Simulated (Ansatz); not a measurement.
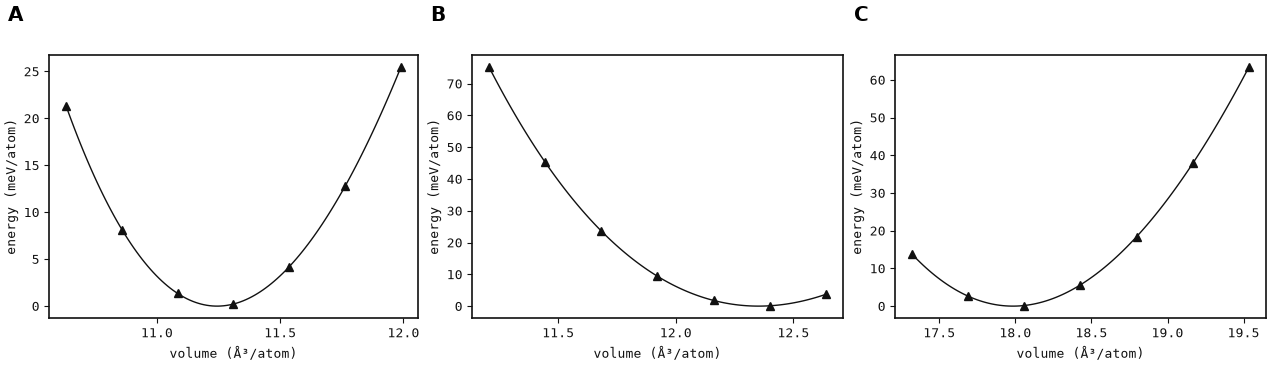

Each panel shows the energy against volume for one of these solids: GaN, P6_3mc (No. 186); Nb, Im-3m (No. 229); SnO₂, P4_2/mnm (No. 136).

Computed with Ansatz 0.2.0: plane-wave DFT, no spin polarisation; energies at scaled volumes of the given cell, shape and fractions fixed, counted from the fit's minimum, third-order Birch-Murnaghan fit. Level: RPBE with D4.

Which panel belongs to which solid?

Answer. A is GaN (energy from 0.21 meV/atom to 25.43 meV/atom, V0 11.24 Å³/atom, B0 185 GPa); B is SnO₂ (energy from 0.11 meV/atom to 75.12 meV/atom, V0 12.35 Å³/atom, B0 188 GPa); C is Nb (energy from 0.16 meV/atom to 63.32 meV/atom, V0 17.98 Å³/atom, B0 171 GPa).

For GaN, limits of the calculation: the functional was run on potentials made for another functional; shape and atomic fractions are frozen while scaling, which makes layered, chain and framework solids too stiff.

For Nb, limits of the calculation: the functional was run on potentials made for another functional.

For SnO₂, limits of the calculation: the functional was run on potentials made for another functional; shape and atomic fractions are frozen while scaling, which makes layered, chain and framework solids too stiff.
